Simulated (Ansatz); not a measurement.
**Run report: ZnSe, geometry relaxation**

The run: geometry relaxation of ZnSe (2 atoms in the cell). Method and program: DFT PBE, scalar-relativistic, plane waves, PAW, no spin polarisation (Ansatz 0.2.0).

The structure derives from a Materials Project entry. Figures and captions count atoms from 1; the log counts them from 0 in places.

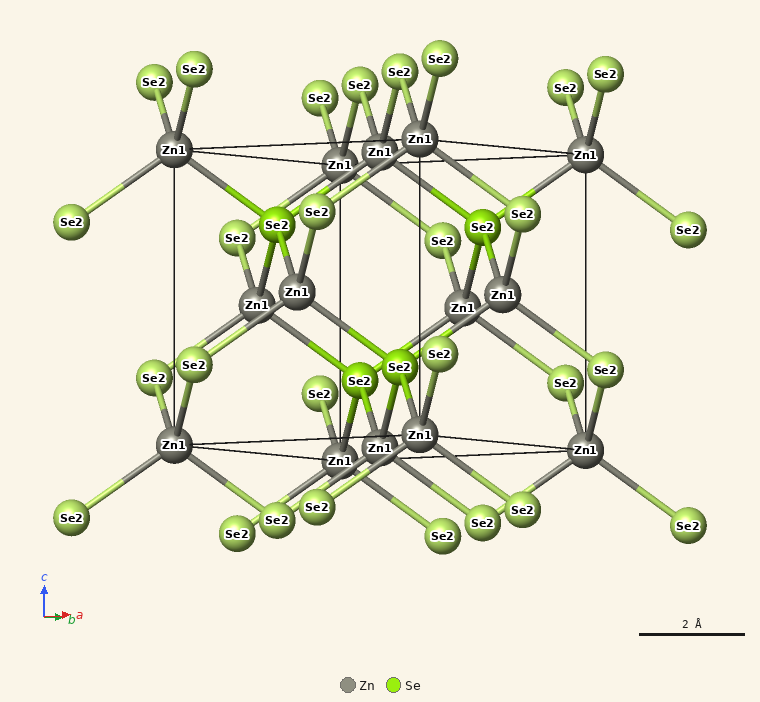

*The input geometry (ball-and-stick view of the cell 4 times as large as that of the calculation, set on its symmetry axes, seen at an oblique angle; neighbours outside the cell are drawn fainter; atoms are numbered from 1 in the order of the input).*

Near neighbours in the crystal (not all of them lie inside the picture): Zn has 4 Se at 2.45 Å; Se has 4 Zn at 2.45 Å.

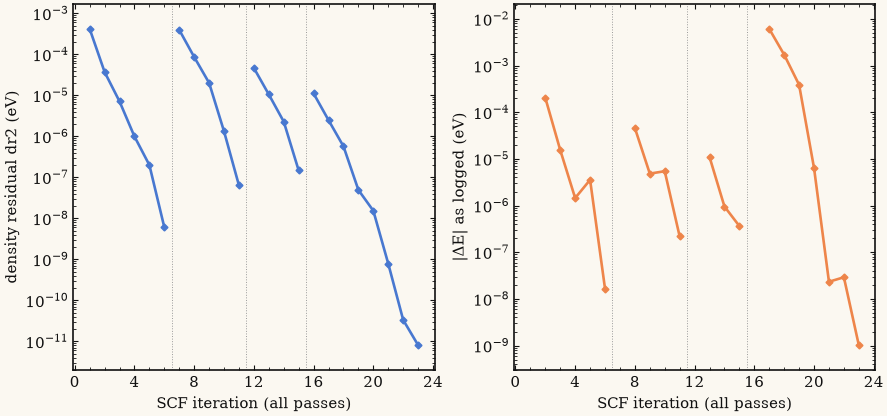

*Convergence of the self-consistent field: density residual dr2 and size of the energy change against the SCF iteration. The dotted lines part the SCF passes of the relaxation: geometry steps, rejected trials and re-solves on a re-selected basis.*

The passes take 6, 5, 4 and 8 iterations.

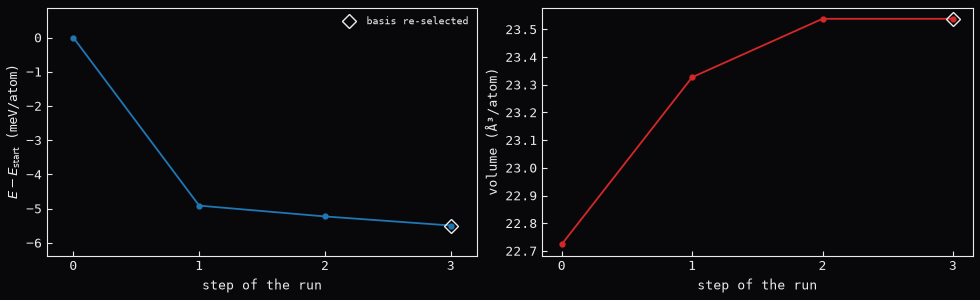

*Progress of the relaxation, step by step (the first geometry is step 0 here and step 1 in the log).*

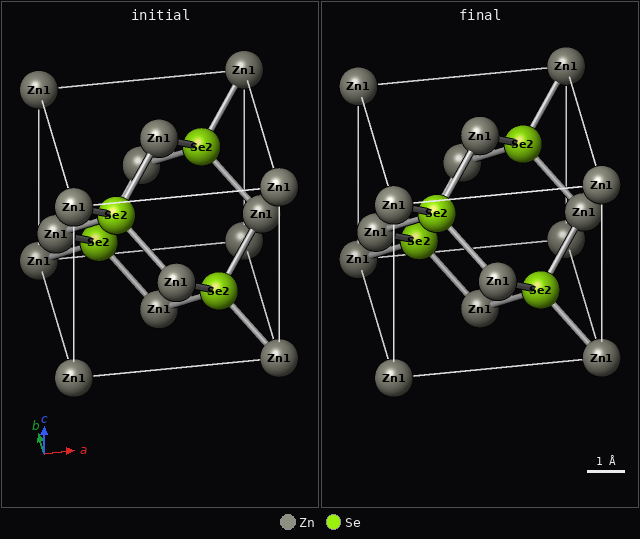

*Before (left) and after (right) the relaxation, at one scale (ball-and-stick view of the cell 4 times as large as that of the calculation, set on its symmetry axes, seen at an oblique angle).*

The atoms keep their places relative to the cell (all moves are under 0.005 Å). The drawn cell changes as follows: a = b = c 5.665 → 5.732 Å (+1.2 %); the volume changes by +3.6 %. Among the contacts that change: Zn1–Se2 2.453 → 2.482 Å. The space group stays F-43m (No. 216). The energy falls by 5.2 meV per atom in 2 geometry steps. All forces vanish by symmetry, so only the cell relaxes. The pressure goes from 2.20 to 0.03 GPa. A last SCF at the same geometry on a re-selected plane-wave basis shifts the energy by −0.3 meV per atom. (Atoms are counted from 1 in the order of the input.)

These pictures come from the run below.

**Input file**
```yaml
crystal:
  lattice:
    - [0.0, 2.83244254, 2.83244254]
    - [2.83244254, 0.0, 2.83244254]
    - [2.83244254, 2.83244254, 0.0]
  atoms:
    - { symbol: Zn, position: [0.0, 0.0, 0.0] }
    - { symbol: Se, position: [0.25, 0.25, 0.25] }
basis:
  ecutwfc: 420
kpoints:
  mp_grid: { grid: [8, 8, 8] }
hamiltonian:
  xc: pbe
scf:
  occupations: { method: gaussian, width: 0.02 }
output:
  forces: true
  stress: true
  eigenvalues: true
relax:
  adjacent_minimum: "off"
  f_tol: 0.005
  max_steps: 80
  cell: { stress_tol: 0.05 }
```

Command:
```bash
ansatz run input.yaml --threads 4 --pin off --max-ram 8192MiB --backend cpu --events-out ev --progress --plain --runs-dir out
```

**What the program printed**
```
Engine: ansatz 0.2.0, x86_64-unknown-linux-gnu
Pseudopotentials: kind: paw
Pseudopotential: Zn, paw, valence charge 12, recommended cutoff 420 eV (normal), Zn.paw.azcp
Pseudopotential: Se, paw, valence charge 16, recommended cutoff 420 eV (normal), Se.paw.azcp
Functional definition: PBE
  parameter kappa = 0.804
  parameter beta = 0.06672455060314922
  exchange = pbe_x(kappa = kappa, mu = beta*pi^2/3)
  correlation = pbe_c(beta = beta)
Crystal: 2 atoms, lattice volume = 45.448 Å³
Basis set: ecut = 420 eV, 893 PW (Γ), exchange–correlation on 54×54×54 points (8 copies of the dense FFT grid, shifted against one another)
Bands: 18, of which v1, the nominal top of the filled ones, is band 14 counted from 1 (13 counted from 0)
Symmetry: 24 space group operations
Space group: F-43m (ITA 216), of the structure as read, at distance tolerance 3.6e-5 Å
k-points: 29 of 512 (time reversal used)
Non-local potential: Zn, projectors of the file, l = 0: 2, l = 1: 2, l = 2: 3, l = 3: 1
Non-local potential: Se, projectors of the file, l = 0: 2, l = 1: 2, l = 2: 3, l = 3: 1
PAW form: soft (Blöchl's): semilocal exchange-correlation on the pseudo side does not see the compensation charge
PAW one-centre angular grid: Zn, 590 points (default); XC on 64 Gauss nodes
PAW one-centre angular grid: Se, 590 points (default); XC on 64 Gauss nodes
Initial density: superposition of atomic densities (neutral atoms: chi_scale 0, normalization atom), corrected by the library's trained network
Initial wavefunctions: pseudopotential atomic-orbital guess
Functional: x = pbe(κ = 0.804, μ = 0.2195149727645171), c = pbe(β = 0.06672455060314922)
SCF iter   1: F=—  HF=-8789.525558 eV  |F-HF|=—  |Δ(HF+E_count)|=         —  Δρ=7.88e-4  dr2=4.18e-4  ethr=1.77e-3  ⟨swp⟩=5.9  Hψ=2672  notcnv=0
preconditioner: auto → none  [insulator: Δε(μ)=1.286 eV  Ē_g=11.926 eV  σ=0.020 eV  W_gap=1.00  n_scr=14 (ndim 8)  ℏωp=23.4 eV  f_vac=0.121  D(μ)=0.00/eV (n_scr^D=0)  ε∞_Penn≈4.8]
SCF iter   2: F=—  HF=-8789.525354 eV  |F-HF|=—  |Δ(HF+E_count)|=   2.04e-4  Δρ=3.94e-4  dr2=3.71e-5  ethr=1.49e-6  ⟨swp⟩=2.1  Hψ=1255  notcnv=0
SCF iter   3: F=—  HF=-8789.525370 eV  |F-HF|=—  |Δ(HF+E_count)|=   1.55e-5  Δρ=1.69e-4  dr2=7.11e-6  ethr=1.32e-7  ⟨swp⟩=2.0  Hψ=825  notcnv=0
SCF iter   4: F=—  HF=-8789.525371 eV  |F-HF|=—  |Δ(HF+E_count)|=   1.45e-6  Δρ=7.65e-5  dr2=9.92e-7  ethr=2.54e-8  ⟨swp⟩=2.0  Hψ=754  notcnv=0
SCF iter   5: F=—  HF=-8789.525375 eV  |F-HF|=—  |Δ(HF+E_count)|=   3.56e-6  Δρ=1.68e-5  dr2=1.99e-7  ethr=3.54e-9  ⟨swp⟩=2.0  Hψ=928  notcnv=0
SCF iter   6: F=-8789.525375 eV  HF=-8789.525375 eV  |F-HF|=6.38e-9  |Δ(HF+E_count)|=   1.66e-8  Δρ=3.95e-6  dr2=6.04e-9  ethr=3.57e-10  ⟨swp⟩=5.7  Hψ=2433  notcnv=0
SCF 1 converged in 6 iterations: F = -8789.525375 eV  dr2 = 6.04e-9
  greatest PAW one-centre occupation: 1.000 electrons in one spin orbital (limit 2), on the Se atom at site 1 (counted from 0), in its partial waves of l = 2
relax step   1: F+E_penalty+E_count = -8789.52537487 eV  Δ(F+E_penalty+E_count) = +0.000e0 eV  max|allowed force component| = 1.203e-16 eV/Å  Δτ_max = 0.0000 Å  P = +2.199 GPa  Ω = 45.448 Å³  (6 SCF iters, dr2 threshold 1.00e-7 eV, accepted)
Crystal: 2 atoms, lattice volume = 46.654 Å³
Basis set: ecut = 420 eV, 941 PW (Γ), exchange–correlation on 54×54×54 points (8 copies of the dense FFT grid, shifted against one another)
Initial density: handed on by an earlier stage of this run
Initial wavefunctions: those handed on with the density
iter 1 solved again at ethr=1.36e-6 eV; its pass at ethr=3.10e-3 eV (dr2=3.80e-4 eV) is discarded
SCF iter   1: F=—  HF=-8789.535244 eV  |F-HF|=—  |Δ(HF+E_count)|=         —  Δρ=8.24e-4  dr2=3.95e-4  ethr=1.36e-6  ⟨swp⟩=2.1  Hψ=3271  notcnv=0
preconditioner: auto → none  [insulator: Δε(μ)=1.196 eV  Ē_g=11.782 eV  σ=0.020 eV  W_gap=1.00  n_scr=14 (ndim 8)  ℏωp=23.1 eV  f_vac=0.127  D(μ)=0.00/eV (n_scr^D=0)  ε∞_Penn≈4.8]
SCF iter   2: F=—  HF=-8789.535198 eV  |F-HF|=—  |Δ(HF+E_count)|=   4.60e-5  Δρ=5.58e-4  dr2=8.61e-5  ethr=1.36e-6  ⟨swp⟩=2.0  Hψ=799  notcnv=0
SCF iter   3: F=—  HF=-8789.535203 eV  |F-HF|=—  |Δ(HF+E_count)|=   4.84e-6  Δρ=1.97e-4  dr2=2.01e-5  ethr=3.08e-7  ⟨swp⟩=2.0  Hψ=754  notcnv=0
SCF iter   4: F=—  HF=-8789.535198 eV  |F-HF|=—  |Δ(HF+E_count)|=   5.45e-6  Δρ=7.38e-5  dr2=1.32e-6  ethr=7.17e-8  ⟨swp⟩=2.0  Hψ=759  notcnv=0
SCF iter   5: F=-8789.535198 eV  HF=-8789.535198 eV  |F-HF|=1.60e-8  |Δ(HF+E_count)|=   2.18e-7  Δρ=1.07e-5  dr2=6.35e-8  ethr=7.14e-10  ⟨swp⟩=5.8  Hψ=2437  notcnv=0
SCF 2 converged in 5 iterations: F = -8789.535198 eV  dr2 = 6.35e-8
relax step   2: F+E_penalty+E_count = -8789.53519794 eV  Δ(F+E_penalty+E_count) = -9.823e-3 eV  max|allowed force component| = 1.735e-17 eV/Å  Δτ_max = 0.0000 Å  P = +0.555 GPa  Ω = 46.654 Å³  energy of the carried Pulay correction = -4.026e-4 eV  (5 SCF iters, dr2 threshold 2.00e-7 eV, accepted)
Crystal: 2 atoms, lattice volume = 47.077 Å³
iter 1 solved again at ethr=2.00e-7 eV; its pass at ethr=3.10e-3 eV (dr2=5.60e-5 eV) is discarded
SCF iter   1: F=—  HF=-8789.535840 eV  |F-HF|=—  |Δ(HF+E_count)|=         —  Δρ=2.76e-4  dr2=4.63e-5  ethr=2.00e-7  ⟨swp⟩=2.3  Hψ=3166  notcnv=0
preconditioner: auto → none  [insulator: Δε(μ)=1.157 eV  Ē_g=11.746 eV  σ=0.020 eV  W_gap=1.00  n_scr=14 (ndim 8)  ℏωp=23.0 eV  f_vac=0.127  D(μ)=0.00/eV (n_scr^D=0)  ε∞_Penn≈4.8]
SCF iter   2: F=—  HF=-8789.535829 eV  |F-HF|=—  |Δ(HF+E_count)|=   1.10e-5  Δρ=1.96e-4  dr2=1.05e-5  ethr=1.65e-7  ⟨swp⟩=2.0  Hψ=745  notcnv=0
SCF iter   3: F=—  HF=-8789.535830 eV  |F-HF|=—  |Δ(HF+E_count)|=   9.54e-7  Δρ=6.47e-5  dr2=2.28e-6  ethr=3.73e-8  ⟨swp⟩=2.0  Hψ=754  notcnv=0
SCF iter   4: F=-8789.535830 eV  HF=-8789.535830 eV  |F-HF|=3.58e-8  |Δ(HF+E_count)|=   3.64e-7  Δρ=2.46e-5  dr2=1.47e-7  ethr=7.14e-10  ⟨swp⟩=3.4  Hψ=2230  notcnv=0
SCF 3 converged in 4 iterations: F = -8789.535830 eV  dr2 = 1.47e-7
relax step   3: F+E_penalty+E_count = -8789.53582994 eV  Δ(F+E_penalty+E_count) = -6.320e-4 eV  max|allowed force component| = 2.949e-17 eV/Å  Δτ_max = 0.0000 Å  P = +0.034 GPa  Ω = 47.077 Å³  energy of the carried Pulay correction = -5.410e-4 eV  (4 SCF iters, dr2 threshold 2.00e-7 eV, accepted)
Basis set: ecut = 420 eV, 941 PW (Γ), exchange–correlation on 60×60×60 points (8 copies of the dense FFT grid, shifted against one another)
Initial wavefunctions: pseudopotential atomic-orbital guess (no wavefunctions were taken with the density)
iter 1 solved again at ethr=1.16e-7 eV; its pass at ethr=3.10e-3 eV (dr2=3.25e-5 eV) is discarded
SCF iter   1: F=—  HF=-8789.528138 eV  |F-HF|=—  |Δ(HF+E_count)|=         —  Δρ=7.56e-4  dr2=1.11e-5  ethr=1.16e-7  ⟨swp⟩=2.8  Hψ=3819  notcnv=0
preconditioner: auto → none  [insulator: Δε(μ)=1.160 eV  Ē_g=11.755 eV  σ=0.020 eV  W_gap=1.00  n_scr=14 (ndim 8)  ℏωp=23.0 eV  f_vac=0.127  D(μ)=0.00/eV (n_scr^D=0)  ε∞_Penn≈4.8]
SCF iter   2: F=—  HF=-8789.534253 eV  |F-HF|=—  |Δ(HF+E_count)|=   6.12e-3  Δρ=3.77e-4  dr2=2.48e-6  ethr=3.95e-8  ⟨swp⟩=2.0  Hψ=877  notcnv=0
SCF iter   3: F=—  HF=-8789.535967 eV  |F-HF|=—  |Δ(HF+E_count)|=   1.71e-3  Δρ=1.65e-4  dr2=5.70e-7  ethr=8.87e-9  ⟨swp⟩=2.0  Hψ=807  notcnv=0
SCF iter   4: F=—  HF=-8789.536354 eV  |F-HF|=—  |Δ(HF+E_count)|=   3.87e-4  Δρ=2.27e-5  dr2=4.92e-8  ethr=2.03e-9  ⟨swp⟩=2.0  Hψ=782  notcnv=0
SCF iter   5: F=—  HF=-8789.536360 eV  |F-HF|=—  |Δ(HF+E_count)|=   6.39e-6  Δρ=7.13e-6  dr2=1.53e-8  ethr=1.76e-10  ⟨swp⟩=2.2  Hψ=890  notcnv=0
SCF iter   6: F=—  HF=-8789.536360 eV  |F-HF|=—  |Δ(HF+E_count)|=   2.33e-8  Δρ=2.02e-6  dr2=7.82e-10  ethr=5.47e-11  ⟨swp⟩=2.0  Hψ=754  notcnv=0
SCF iter   7: F=—  HF=-8789.536360 eV  |F-HF|=—  |Δ(HF+E_count)|=   2.91e-8  Δρ=3.36e-7  dr2=3.32e-11  ethr=2.79e-12  ⟨swp⟩=2.0  Hψ=778  notcnv=0
SCF iter   8: F=-8789.536360 eV  HF=-8789.536360 eV  |F-HF|=1.09e-11  |Δ(HF+E_count)|=   1.02e-9  Δρ=9.34e-8  dr2=8.06e-12  ethr=1.00e-12  ⟨swp⟩=5.2  Hψ=2211  notcnv=0
SCF 4 converged in 8 iterations: F = -8789.536360 eV  dr2 = 8.06e-12
relax step   4: F+E_penalty+E_count = -8789.53636023 eV  Δ(F+E_penalty+E_count) = -5.303e-4 eV  max|allowed force component| = 4.395e-17 eV/Å  Δτ_max = 0.0000 Å  P = +0.032 GPa  Ω = 47.077 Å³  stress off target by 3.23e-2 GPa  SCF on the basis re-selected at this cell (its energy is not comparable with the rows above)  (8 SCF iters)
basis re-selected at this cell: Δ(F+E_penalty+E_count) = -5.303e-4 eV, ΔP = -0.001 GPa vs the last step (what re-selecting the basis moved, of the pressure what is left beyond the Pulay correction that the steps carried, after the strain that the cell walked since its last selection, with what the two solves' SCF thresholds leave and, on support functions, any second-order correction that the steps lacked; it is no measure of the basis error at this ecutwfc). The dense FFT grid was sized anew with the basis: this SCF ran on 30×30×30 points, the steps before it on 27×27×27, so part of this shift can come from that change (see relax.cell in the input reference). This SCF's stress stands 3.23e-2 GPa from its target on what of the cell is left free (relax.cell.stress_tol is 5.00e-2 GPa) and its largest allowed force component is 4.39e-17 eV/Å (relax.f_tol is 5.00e-3 eV/Å): within both
SCF converged after 8 iterations
Free energy (F): -8789.536360 eV
Harris-Foulkes:  -8789.536360 eV  (|F-HF|=1.09e-11)
Internal energy: -8789.536360 eV  (E = F + TS)
E sigma→0 (E₀):  -8789.536360 eV
Fermi energy:    6.901388 eV
--- Per-component energies (eV) ---
  E_band       = -391.591454
  E_kinetic    = 249.347900
  E_local      = -4441.493240  (includes V_loc(G=0)·N_el)
  E_nonlocal   = 18.688271
  E_hartree    = 2055.207279
  E_xc         = -241.035453
  E_vxc        = -149.663510  (∫ρ·V_xc dr)
  E_paw        = -3739.765443  (= ΣΔE_a)
  E_vpaw       = -178.884661  (= ΣTr[D̂ρ^β])
  E_aug_tail   = -0.000935  (compensation charges beyond the density's cutoff)
  E_ewald      = -2690.484739
  E_smearing   = -0.000000  (= −TS)
  E_closure    = 0.000000  (closes the sum)
  Σ components = -8789.536360   (vs F -8789.536360, Δ=0.00e0)
--- Forces (eV/Å), atoms counted from 1 ---
  atom   1  Zn    -0.00000000    -0.00000000    -0.00000000
  atom   2  Se    -0.00000000     0.00000000     0.00000000
  max |Σ_I F_I| component: 7.86e-17 eV/Å
--- Stress (GPa, compression-positive) ---
        0.032327      -0.000000      -0.000000
       -0.000000       0.032327       0.000000
       -0.000000       0.000000       0.032327
  P = ⅓ Tr σ = 0.0323 GPa (0.323 kbar)
--- Band table (eV; the first three rows and the last of 29) ---
  k-point 0: bands = ["-40.4589", "-40.4589", "-40.4589", "-40.4550", "-40.4550", "-6.7271", "-0.0995", "-0.0995", "-0.0995", "0.2415", "0.2415", "6.3239", "6.3239", "6.3239", "7.4785", "12.1430", "12.1430", "12.1430"]
  k-point 1: bands = ["-40.4589", "-40.4588", "-40.4588", "-40.4550", "-40.4550", "-6.6329", "-0.0907", "-0.0848", "-0.0848", "0.2403", "0.2403", "5.0283", "6.1814", "6.1814", "8.4732", "12.0592", "12.3854", "12.3854"]
  k-point 2: bands = ["-40.4588", "-40.4588", "-40.4588", "-40.4550", "-40.4550", "-6.3893", "-0.0526", "-0.0526", "-0.0324", "0.2417", "0.2417", "3.3646", "5.8752", "5.8752", "8.9829", "12.7531", "12.7531", "12.7942"]
  k-point 28: bands = ["-40.4588", "-40.4588", "-40.4586", "-40.4550", "-40.4549", "-5.7421", "0.0155", "0.0905", "0.2138", "0.2155", "0.5153", "1.8032", "3.6996", "3.8172", "11.7196", "11.8073", "13.2178", "14.0402"]
--- Relaxed structure (3 steps of the walk, 3 accepted, 1 SCFs on fresh bases) ---
  F+E_penalty+E_count = -8789.53636023 eV   max|allowed force component| = 4.395e-17 eV/Å   (the final SCF, on the basis selected at the relaxed cell)
  cell:  # Å, volume = 47.0765 Å³
    - [-4.904295581662006e-34, 2.8658805320665435, 2.8658805320665435]
    - [2.8658805320665435, 1.6559959106910666e-33, 2.8658805320665435]
    - [2.8658805320665435, 2.8658805320665435, 4.5834463739656114e-33]
  atoms:
    - { symbol: Zn, position: [-4.745510590376383e-34, 4.7738419968860924e-34, 4.972161842454061e-34] }
    - { symbol: Se, position: [0.25, 0.25, 0.25] }
```

**Trajectory as extended XYZ (Å, eV, eV/Å), 4 frames, from step=1 to step=4**
```
2
Lattice="0.0000 2.8324 2.8324 2.8324 0.0000 2.8324 2.8324 2.8324 0.0000" Properties=species:S:1:pos:R:3:forces:R:3 step=1 energy=-8789.52537 pressure_GPa=2.20
Zn    0.0000    0.0000    0.0000    0.0000   0.0000   0.0000
Se    1.4162    1.4162    1.4162    0.0000   0.0000   0.0000
2
Lattice="0.0000 2.8573 2.8573 2.8573 0.0000 2.8573 2.8573 2.8573 0.0000" Properties=species:S:1:pos:R:3:forces:R:3 step=2 energy=-8789.53520 pressure_GPa=0.56
Zn    0.0000    0.0000    0.0000    0.0000   0.0000   0.0000
Se    1.4286    1.4286    1.4286    0.0000   0.0000   0.0000
2
Lattice="0.0000 2.8659 2.8659 2.8659 0.0000 2.8659 2.8659 2.8659 0.0000" Properties=species:S:1:pos:R:3:forces:R:3 step=3 energy=-8789.53583 pressure_GPa=0.03
Zn    0.0000    0.0000    0.0000    0.0000   0.0000   0.0000
Se    1.4329    1.4329    1.4329    0.0000   0.0000   0.0000
2
Lattice="0.0000 2.8659 2.8659 2.8659 0.0000 2.8659 2.8659 2.8659 0.0000" Properties=species:S:1:pos:R:3:forces:R:3 step=4 energy=-8789.53636 pressure_GPa=0.03
Zn    0.0000    0.0000    0.0000    0.0000   0.0000   0.0000
Se    1.4329    1.4329    1.4329    0.0000   0.0000   0.0000
```

**Summary**

```json
{"quantity": "outcome", "value": "converged"}
{"quantity": "space group (tolerance 0.01 Å)", "value": "F-43m (216)"}
{"quantity": "electrons treated", "value": "28"}
{"quantity": "free energy", "value": "−8789.5364 eV"}
{"quantity": "Fermi energy", "value": "6.901 eV"}
{"quantity": "gap on the k-point mesh", "value": "1.15 eV"}
{"quantity": "pressure", "value": "0.03 GPa"}
{"quantity": "final volume", "value": "47.08 Å³"}
{"quantity": "largest force (length of the vector) at the end", "value": "under 0.001 eV/Å"}
{"quantity": "final cell", "value": "a = 4.053 Å, b = 4.053 Å, c = 4.053 Å, α = 60.00°, β = 60.00°, γ = 60.00°"}
{"quantity": "hardware", "value": "4 threads of Intel Xeon @ 2.50GHz (Skylake/Cascade Lake), 192 GiB of memory available, shared host"}
{"quantity": "wall time", "value": "7 s (CPU time 24 s)"}
{"quantity": "peak memory", "value": "0.41 GiB"}
```
